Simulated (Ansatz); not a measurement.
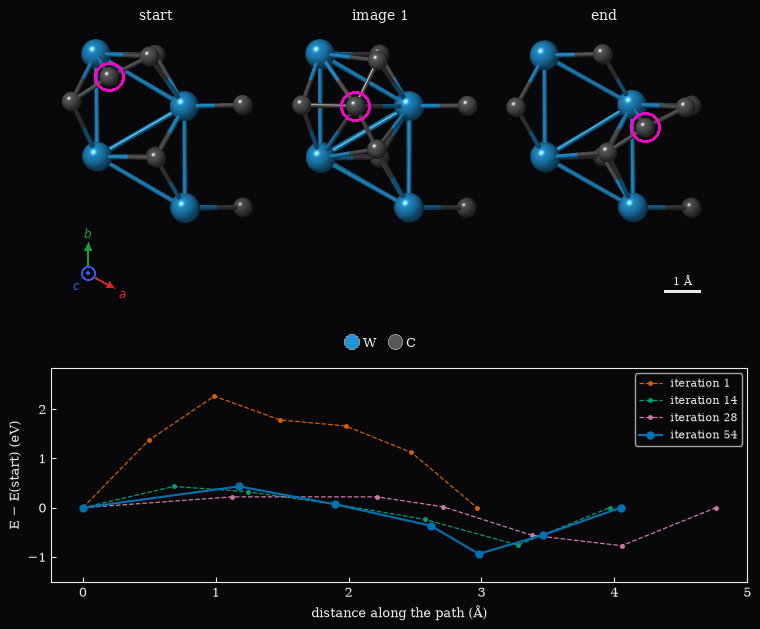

A nudged-elastic-band calculation for C on WC(001) (25 atoms in the cell). Images are numbered from 0 (start) to 6 (end). The plot follows the band through its iterations. Style: ball-and-stick. Shown: the simulation cell, with the vacuum cut short (origin moved), along the c axis. The moving atom is ringed, with any periodic copies. Bonds to atoms that aren't drawn are left out.

The calculation used DFT PBE, scalar-relativistic, plane waves, PAW (Ansatz). Run with plane-wave cutoff 420 eV; k-point mesh 3 × 3 × 1; Fermi-Dirac smearing 0.1 eV; 8 atoms held fixed; 5 movable images; climbing image; force threshold 0.05 eV/Å; iteration limit 54; optimiser L-BFGS; starting path by straight interpolation.

**How did the profile develop, and is the result final?**

The result isn't final. The band hadn't converged when the run stopped after 54 iterations. The barrier read from it is provisional: over the last two iterations the highest image moved from 0.51 eV to 0.43 eV. The first iteration put the highest image at 2.27 eV. Relative to the start the highest point is image 1 at +0.43 eV and the end lies at 0.00 eV, but the profile dips to −0.94 eV at image 4 on the way, so there may be an intermediate minimum, or an end is no minimum.

Limits of the set-up: the periodic images lie only 5.8 Å apart, so the values are limited by the cell's size.

Cost: 67 min on 4 threads of Arm Neoverse V2, on a shared host, peak memory 3.5 GiB.

PAW datasets: the set soft_1.
